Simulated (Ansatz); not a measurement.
## Ga$_{3}$AsP$_{2}$: geometry relaxation (part 2 of 2)

The same run, continued: Ga$_{3}$AsP$_{2}$ (I-4m2, 6 atoms in the cell); DFT PBE, scalar-relativistic, plane waves, PAW, no spin polarisation (Ansatz 0.2.0); cutoff 420 eV, 10×10×10 k-mesh, Gaussian smearing of 0.02 eV. The structure was made by a generator, so it may or may not be a known phase.

Geometry of the input (Å; fractional positions):
```
-1.9753  1.9753  8.3657
1.9753  -1.9753  8.3657
1.9753  1.9753  -8.3657
Ga 0.8375  0.8375  -0.0000
Ga 0.5000  0.5000  0.0000
Ga 0.1625  0.1625  0.0000
P  0.4187  0.9187  0.5000
P  0.0813  0.5813  0.5000
As 0.7500  0.2500  0.5000
```

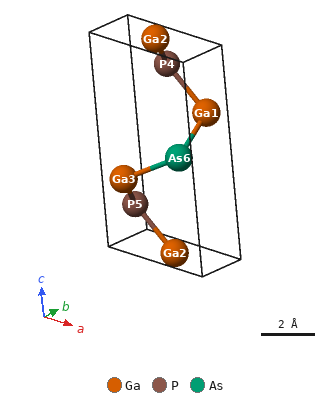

Fig. 1: The geometry at step 2 of the log (ball-and-stick view of the reduced cell, seen slightly off an axis; atoms are numbered from 1 in the order of the input).

```
basis re-selected at this cell: Δ(F+E_penalty+E_count) = -8.581e-6 eV, ΔP = +0.000 GPa vs the last step (what re-selecting the basis moved, of the pressure what is left beyond the Pulay correction that the steps carried, after the strain that the cell walked since its last selection, with what the two solves' SCF thresholds leave and, on support functions, any second-order correction that the steps lacked; it is no measure of the basis error at this ecutwfc). This SCF's stress stands 2.24e-2 GPa from its target on what of the cell is left free (relax.cell.stress_tol is 5.00e-2 GPa) and its largest allowed force component is 8.09e-4 eV/Å (relax.f_tol is 1.00e-2 eV/Å): within both
SCF converged after 5 iterations
Free energy (F): -17718.933382 eV
Harris-Foulkes:  -17718.933382 eV  (|F-HF|=2.39e-9)
Internal energy: -17718.933382 eV  (E = F + TS)
E sigma→0 (E₀):  -17718.933382 eV
Fermi energy:    7.590111 eV
--- Per-component energies (eV) ---
  E_band       = -455.560650
  E_kinetic    = 588.824625
  E_local      = -8798.631672  (includes V_loc(G=0)·N_el)
  E_nonlocal   = 671.836321
  E_hartree    = 4237.247975
  E_xc         = -408.386455
  E_vxc        = -373.375508  (∫ρ·V_xc dr)
  E_paw        = -8941.593252  (= ΣΔE_a)
  E_vpaw       = -1018.710063  (= ΣTr[D̂ρ^β])
  E_aug_tail   = -0.000333  (compensation charges beyond the density's cutoff)
  E_ewald      = -5068.230592
  E_smearing   = -0.000000  (= −TS)
  E_closure    = 0.000000  (closes the sum)
  Σ components = -17718.933382   (vs F -17718.933382, Δ=0.00e0)
--- Forces (eV/Å), atoms counted from 1 ---
  atom   1  Ga    -0.00000000    -0.00000000    -0.00011133
  atom   2  Ga    -0.00000000    -0.00000000    -0.00000000
  atom   3  Ga    -0.00000000     0.00000000     0.00011133
  atom   4  P      0.00000000     0.00000000    -0.00080940
  atom   5  P      0.00000000    -0.00000000     0.00080940
  atom   6  As     0.00000000     0.00000000     0.00000000
  max |Σ_I F_I| component: 4.34e-17 eV/Å
--- Stress (GPa, compression-positive) ---
        0.014987       0.000000      -0.000000
        0.000000       0.014987       0.000000
       -0.000000       0.000000      -0.022404
  P = ⅓ Tr σ = 0.0025 GPa (0.025 kbar)
--- Band table (eV; the first three rows and the last of 102) ---
  k-point 0: bands = ["-27.8195", "-27.8195", "-27.8147", "-27.8128", "-27.8050", "-7.6283", "-7.6022", "-7.5432", "-7.5432", "-7.5310", "-7.4944", "-7.4944", "-7.4929", "-7.4826", "-7.4826", "-7.4617", "-7.4555", "-7.4437", "-7.4339", "-7.4311", "-5.2870", "-3.7753", "-3.5542", "1.9213", "1.9920", "4.7226", "4.7226", "5.0711", "5.0711", "7.0169", "7.0683", "7.0683", "8.1116", "8.6681", "8.8353", "9.8037", "9.9131", "10.8696", "10.8696"]
  k-point 1: bands = ["-27.8195", "-27.8195", "-27.8144", "-27.8128", "-27.8051", "-7.6249", "-7.6009", "-7.5533", "-7.5404", "-7.5262", "-7.4981", "-7.4974", "-7.4915", "-7.4856", "-7.4847", "-7.4618", "-7.4520", "-7.4426", "-7.4353", "-7.4325", "-5.1276", "-3.6725", "-3.4504", "1.7388", "1.7947", "4.3397", "4.5014", "4.9079", "5.0225", "5.7921", "6.5974", "6.6388", "9.2658", "9.4714", "9.5986", "10.3292", "10.4449", "10.4694", "11.4775"]
  k-point 2: bands = ["-27.8196", "-27.8196", "-27.8138", "-27.8125", "-27.8052", "-7.6196", "-7.6017", "-7.5786", "-7.5342", "-7.5133", "-7.5002", "-7.4982", "-7.4971", "-7.4880", "-7.4810", "-7.4649", "-7.4452", "-7.4421", "-7.4371", "-7.4369", "-4.6664", "-3.3975", "-3.1740", "1.3105", "1.3511", "3.6305", "3.7782", "4.0431", "5.0871", "5.2464", "5.8041", "5.8393", "9.4954", "10.3866", "10.7318", "10.8064", "11.4156", "11.5945", "12.0596"]
  k-point 101: bands = ["-27.8195", "-27.8195", "-27.8147", "-27.8128", "-27.8050", "-7.6395", "-7.5689", "-7.5555", "-7.5400", "-7.5400", "-7.5052", "-7.5052", "-7.4939", "-7.4750", "-7.4750", "-7.4614", "-7.4524", "-7.4452", "-7.4359", "-7.4295", "-4.9077", "-4.7893", "-2.6278", "0.4195", "4.4356", "4.4356", "4.5243", "4.6827", "5.9086", "5.9086", "6.2958", "6.2958", "8.6897", "8.7536", "9.5043", "9.9795", "10.4027", "10.4402", "12.2793"]
--- Relaxed structure (2 steps of the walk, 2 accepted, 1 SCFs on fresh bases) ---
  F+E_penalty+E_count = -17718.93338243 eV   max|allowed force component| = 8.094e-4 eV/Å   (the final SCF, on the basis selected at the relaxed cell)
  cell:  # Å, volume = 130.5996 Å³
    - [-1.973528301521143, 1.973528301521143, 8.382916067797304]
    - [1.973528301521143, -1.973528301521143, 8.382916067797304]
    - [1.973528301521143, 1.973528301521143, -8.382916067797304]
  atoms:
    - { symbol: Ga, position: [0.8374730285097807, 0.8374730285097807, 1.844968807142759e-34] }
    - { symbol: Ga, position: [0.5, 0.5, 9.064691337950276e-35] }
    - { symbol: Ga, position: [0.1625269714902194, 0.1625269714902194, -1.6913979212305267e-35] }
    - { symbol: P, position: [0.41869954632439704, 0.918699546324397, 0.5] }
    - { symbol: P, position: [0.08130045367560297, 0.5813004536756031, 0.5000000000000001] }
    - { symbol: As, position: [0.75, 0.25000000000000006, 0.5] }
```

### Trajectory as extended XYZ (Å, eV, eV/Å), 3 frames, from step=1 to step=3
```
6
Lattice="-1.9753 1.9753 8.3657 1.9753 -1.9753 8.3657 1.9753 1.9753 -8.3657" Properties=species:S:1:pos:R:3:forces:R:3 step=1 energy=-17718.93328 pressure_GPa=0.02
Ga    0.0000    0.0000   14.0118    0.0000   0.0000   0.0044
Ga    0.0000    0.0000    8.3657    0.0000   0.0000   0.0000
Ga    0.0000    0.0000    2.7196    0.0000   0.0000  -0.0044
P     1.9753    0.0000    7.0054    0.0000   0.0000  -0.0011
P     1.9753    0.0000    1.3604    0.0000   0.0000   0.0011
As    0.0000    1.9753    4.1829    0.0000   0.0000   0.0000
6
Lattice="-1.9735 1.9735 8.3829 1.9735 -1.9735 8.3829 1.9735 1.9735 -8.3829" Properties=species:S:1:pos:R:3:forces:R:3 step=2 energy=-17718.93337 pressure_GPa=0.00
Ga    0.0000    0.0000   14.0409    0.0000   0.0000  -0.0001
Ga    0.0000    0.0000    8.3829    0.0000   0.0000   0.0000
Ga    0.0000    0.0000    2.7249    0.0000   0.0000   0.0001
P     1.9735    0.0000    7.0198    0.0000   0.0000  -0.0008
P     1.9735    0.0000    1.3631    0.0000   0.0000   0.0008
As    0.0000    1.9735    4.1915    0.0000   0.0000   0.0000
6
Lattice="-1.9735 1.9735 8.3829 1.9735 -1.9735 8.3829 1.9735 1.9735 -8.3829" Properties=species:S:1:pos:R:3:forces:R:3 step=3 energy=-17718.93338 pressure_GPa=0.00
Ga    0.0000    0.0000   14.0409    0.0000   0.0000  -0.0001
Ga    0.0000    0.0000    8.3829    0.0000   0.0000   0.0000
Ga    0.0000    0.0000    2.7249    0.0000   0.0000   0.0001
P     1.9735    0.0000    7.0198    0.0000   0.0000  -0.0008
P     1.9735    0.0000    1.3631    0.0000   0.0000   0.0008
As    0.0000    1.9735    4.1915    0.0000   0.0000   0.0000
```

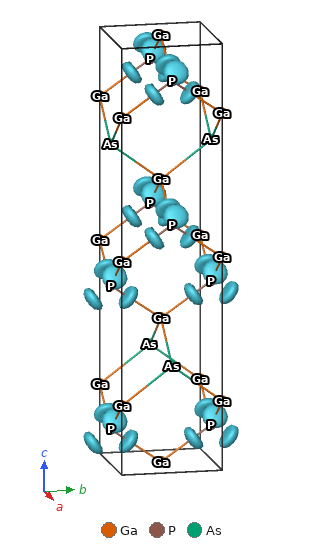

Fig. 2: Isosurface of the ELF at 0.85 (cyan), seen slightly off an axis. Core shells and regions of very low density are left out. Sticks mark near contacts. The outline is the cell set on symmetry axes. Values along the shortest contacts: Ga–P (2.40 Å): the ELF is about 0.75 at the midpoint. Ga–As (2.46 Å): the ELF peaks at about 0.80 between the atoms (localised, shared-pair bonding). In a PAW calculation such maps are meaningful between the atoms, not at the nuclei.

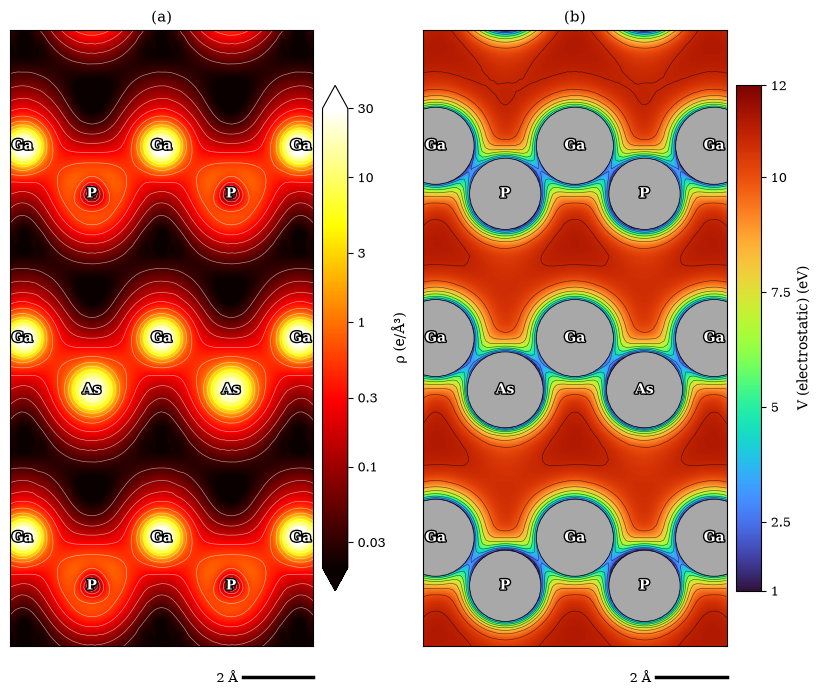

Fig. 3: (a) valence charge density (pseudo); (b) electrostatic potential (local pseudopotential plus Hartree) felt by an electron on the (010) plane of the conventional cell. Grey discs, where drawn, cover atomic cores. The section cuts through Ga, P and As sites. Ga–P (2.40 Å): ρ at the midpoint is about 0.52 e/Å³. Ga–As (2.46 Å): ρ at the midpoint is about 0.49 e/Å³. Away from the nuclei the density in this plane falls to 0.01 e/Å³ at its lowest. Outside the cores the potential energy rises away from the atoms and is highest about 2.4 Å from the nearest atoms; outside the discs it spans about 10 eV, and its zero is arbitrary.
